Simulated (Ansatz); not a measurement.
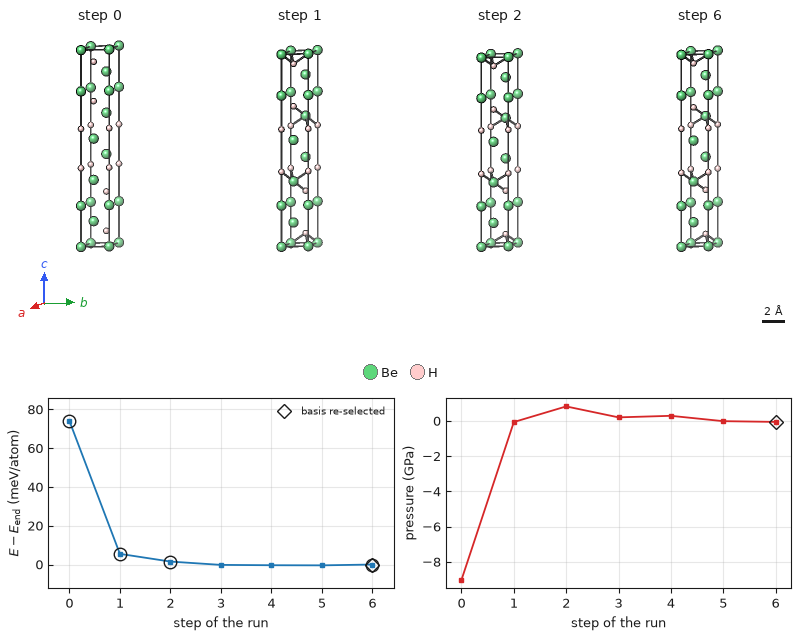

Frames of a relaxation of a crystal of Be$_{3}$H$_{2}$ (built on the tetradymite_166 type) (coarse preliminary run), marked on the history of the run. A ball-and-stick model of the conventional cell (3 times the calculation's cell), seen slightly off an axis. Lengths and directions refer to the drawn axes.

Case: tetradymite type (R-3m, No. 166).

Level of theory: DFT PBE, scalar-relativistic, plane waves, PAW in Ansatz 0.2.0. (plane-wave cutoff 420 eV; k-point mesh 6 × 6 × 6; occupations gaussian; smearing width 0.1 eV; no spin polarisation; cell and atoms relaxed; force threshold 0.04 eV/Å; at most 70 steps)

**What happens along the run?**

The largest moves relative to the cell, 0.26 Å, are those of H atoms. Largest moves by element: H 0.26 Å, Be 0.05 Å. Cell: a = b 2.603 → 2.489 Å (−4.4 %), c 18.096 → 17.647 Å (−2.5 %). Volume −10.8 %. Some distances before and after: Be–H 1.927 → 1.703 Å. The space group stays R-3m (No. 166). After 5 accepted moves (6 points after the start) the energy has fallen by 74.1 meV per atom. Largest force component: 0.73 eV/Å at the start, 0.0022 eV/Å at the end. The pressure goes from −9.02 to −0.05 GPa. The SCF was repeated once at an unchanged geometry on a basis and grid sized afresh for the cell, which shifted the energy by 0.4 meV per atom at most. From step 0 to 1: H atoms move most (0.18 Å), volume −11.6 %, energy −68.6 meV per atom. From step 1 to 2: H atoms move most (0.09 Å), volume −0.2 %, energy −4.0 meV per atom. From step 2 to 6: Be atoms move most (0.03 Å), volume +1.0 %, energy −1.5 meV per atom.

```json
{"step": "0", "E − E(0), meV/atom": "0.00", "largest force component, eV/Å": "0.7317", "pressure, GPa": "-9.02", "volume, Å³/atom": "7.077", "note": ""}
{"step": "1", "E − E(0), meV/atom": "-68.61", "largest force component, eV/Å": "0.2321", "pressure, GPa": "-0.06", "volume, Å³/atom": "6.258", "note": ""}
{"step": "2", "E − E(0), meV/atom": "-72.59", "largest force component, eV/Å": "0.2204", "pressure, GPa": "0.83", "volume, Å³/atom": "6.248", "note": ""}
{"step": "3", "E − E(0), meV/atom": "-74.30", "largest force component, eV/Å": "0.0839", "pressure, GPa": "0.20", "volume, Å³/atom": "6.288", "note": ""}
{"step": "4", "E − E(0), meV/atom": "-74.47", "largest force component, eV/Å": "0.0042", "pressure, GPa": "0.29", "volume, Å³/atom": "6.295", "note": ""}
{"step": "5", "E − E(0), meV/atom": "-74.54", "largest force component, eV/Å": "0.0029", "pressure, GPa": "-0.01", "volume, Å³/atom": "6.312", "note": ""}
{"step": "6", "E − E(0), meV/atom": "-74.11", "largest force component, eV/Å": "0.0022", "pressure, GPa": "-0.05", "volume, Å³/atom": "6.312", "note": "same geometry, new basis"}
```
